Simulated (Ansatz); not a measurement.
Run report: MgSi₃₂ (charge +2), geometry relaxation (part 3 of 3)

The same run, continued: MgSi₃₂ (defect cell, 33 atoms in the cell, total charge +2); DFT PBE, scalar-relativistic, plane waves, PAW, no spin polarisation (Ansatz 0.2.0); cutoff 420 eV, 2×2×2 k-mesh, Gaussian smearing of 0.02 eV. The structure derives from a Materials Project entry. It belongs to a series of runs on one base structure; here: Mg interstitial, charge +2, atoms relaxed.

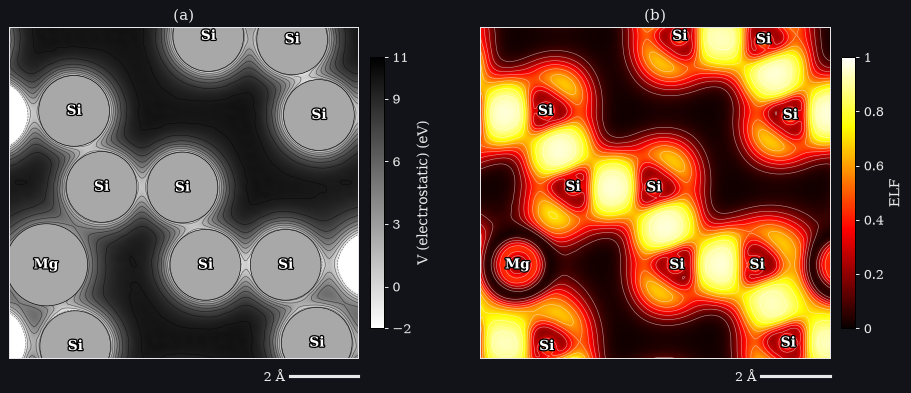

Figure 1. (a) electrostatic potential (local pseudopotential plus Hartree) felt by an electron; (b) ELF on the (001) plane of the calculation cell. Grey discs, where drawn, cover atomic cores. The plane passes through Si and Mg nuclei. Mg–Si (2.51 Å): the ELF is about 0.50 at the midpoint. Si–Si (2.44 Å): the ELF peaks at about 0.95 between the atoms, which marks localised, shared-pair bonding. Mg–Si (2.78 Å): the ELF is about 0.55 at the midpoint. Outside the cores the potential energy rises away from the atoms and is highest about 2.2 Å from the nearest atoms; outside the discs it spans about 11 eV, and its zero is arbitrary. In a PAW calculation such maps are meaningful between the atoms, not at the nuclei.

### Key numbers

- outcome: converged
- electrons treated: 136
- free energy: −22281.4927 eV
- Fermi energy: 6.195 eV
- gap on the k-point mesh: 1.23 eV
- final volume: 654.70 Å³
- largest force (length of the vector) at the end: 0.003 eV/Å
- wall time: 60 s (CPU time 3.8 min)
- peak memory: 1.5 GiB
